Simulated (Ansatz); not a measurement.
KBr

The calculation's input:

```
crystal:
  lattice:
    - [2.6267850596, 1.5165750612, 4.3085620995]
    - [-2.6267850596, 1.5165750612, 4.3085620995]
    - [0.0, -3.0331501225, 4.3085620995]
  atoms:
    - { symbol: K, position: [0.2490185519, 0.2490185519, 0.2490185519] }
    - { symbol: Br, position: [-0.0002619319, -0.0002619319, -0.0002619319] }
basis:
  ecutwfc: 420
kpoints:
  mp_grid: { grid: [6, 6, 6] }
  band_path:
    path:
      - [[0.0, 0.0, 0.0], [-0.5, -0.5, -0.5], [-0.5, -0.24926511, -0.75073489]]
      - [[-0.24926511, 0.24926511, -0.5], [0.0, 0.0, -0.5], [0.0, 0.0, 0.0], [0.0, 0.37463255, -0.37463255]]
      - [[-0.37463255, 0.0, -0.62536745], [-0.5, 0.0, -0.5], [0.0, 0.0, 0.0]]
    npoints: 14
hamiltonian:
  xc: pbe
scf:
  occupations: { method: gaussian, width: 0.02 }
  n_extra_bands: 6
output:
  forces: true
  stress: true
  eigenvalues: true
  populations: true
  dos: { projected: true, de: 0.02, nscf_kmesh: { grid: [9, 9, 9] } }
  bader: true
  write_density: true
  write_potential: true
  elf: true
  volumetric_format: npy
```

Command:

```sh
ansatz run input.yaml --threads 1 --pin off --max-ram 2048MiB --backend cpu --events-out ev --progress --plain --runs-dir out
```

Below, planes, directions and counts refer to the conventional cell (a = 5.25 Å, b = 5.25 Å, c = 12.93 Å, α = 90.00°, β = 90.00°, γ = 120.00°).

Space group R3m; a structure generated by program, which may or may not match a known phase.

Theory: DFT PBE, scalar-relativistic, plane waves, PAW (Ansatz 0.2.0).

In a PAW calculation such maps are meaningful between the atoms, not at the nuclei.

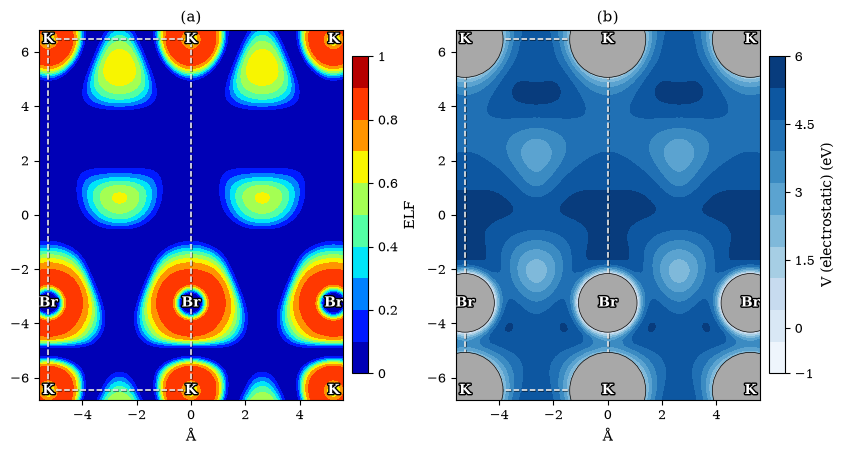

Figure 1. (a) ELF; (b) electrostatic potential (local pseudopotential plus Hartree) felt by an electron on the (100) plane of the conventional cell. Grey discs cover the atomic cores in the potential map.

What does the map show?

Answer.
- The plane passes through K and Br nuclei.
- K–Br (3.22 Å): the ELF is about 0.15 at the midpoint and 0.05 at its lowest between the atoms: a closed-shell, largely ionic contact.
- The features right at K lie inside the PAW spheres, where the map follows smoothed inner orbitals and isn't to be read closely.
- Outside the cores the potential energy rises away from the atoms and is highest about 1.9 Å from the nearest atoms; its zero is arbitrary.

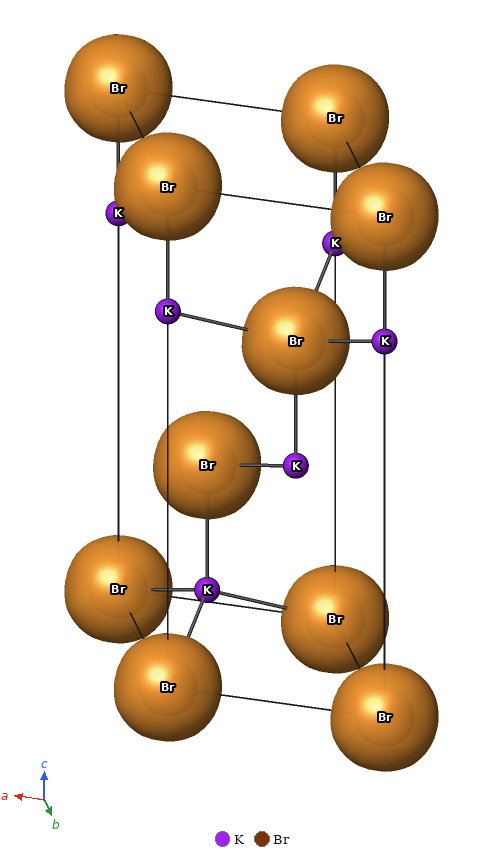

Figure 2. Isosurface of the ELF at 0.8 (orange), seen at an oblique angle. Only the valence region is drawn (cores and ρ < 0.01 e/Å³ removed). Sticks mark near contacts.

Where are the electrons localised?

Answer. The ELF exceeds this value in three regions wrapped around Br (the valence shell of each), counted in one cell of 6 atoms. Any copies at cell faces, edges or corners count once.

Does the calculation give a band gap?

Answer. It is gapped, with a Kohn–Sham gap of 4.2 eV on the k-point mesh, an upper bound to the gap of this method.

What Bader charges does the calculation give?

Answer. Electrons move from K towards Br. Bader charges: K +0.84 and Br −0.84 e.
